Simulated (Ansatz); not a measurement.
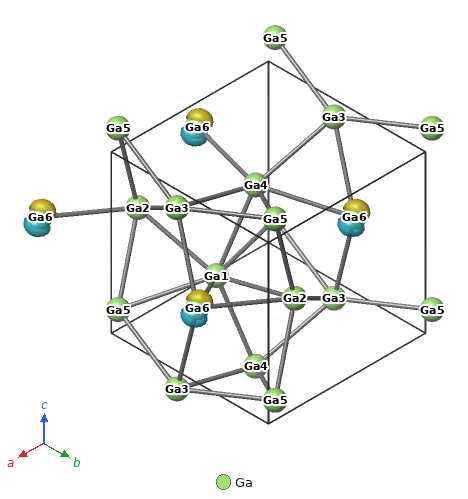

Ga: one atom of the 6-atom cell (and its periodic copies) was moved a little. Density after less density before, yellow at +1.5 and cyan at −1.5 e/Å³, seen along [111]; cell a = 5.15 Å, b = 5.15 Å, c = 5.15 Å, α = 109.47°, β = 109.47°, γ = 109.47°. The lobes lie largely inside the PAW sphere, where the density is a smoothed one.

Space group I-43d; the calculation finds a residual pressure of about 4 GPa at this fixed cell.

The calculation used DFT PBE, scalar-relativistic, plane waves, PAW (Ansatz).

> Find the displaced atom and its direction.

Ga6 moved towards the yellow lobe, upwards in the picture. In the run the shift was 0.05 Å roughly along [−1 0 1] in the axes of the cell drawn.

> What restoring force does the calculation give for this move?

The force on it changes by 0.18 eV/Å along the move, against it: a stiffness of about 3.7 eV/Å² for this sublattice shift.

Run times: 2.6 min (moved atom) and 43 s (base cell), on 2 threads of Arm Neoverse N1, on a shared host.
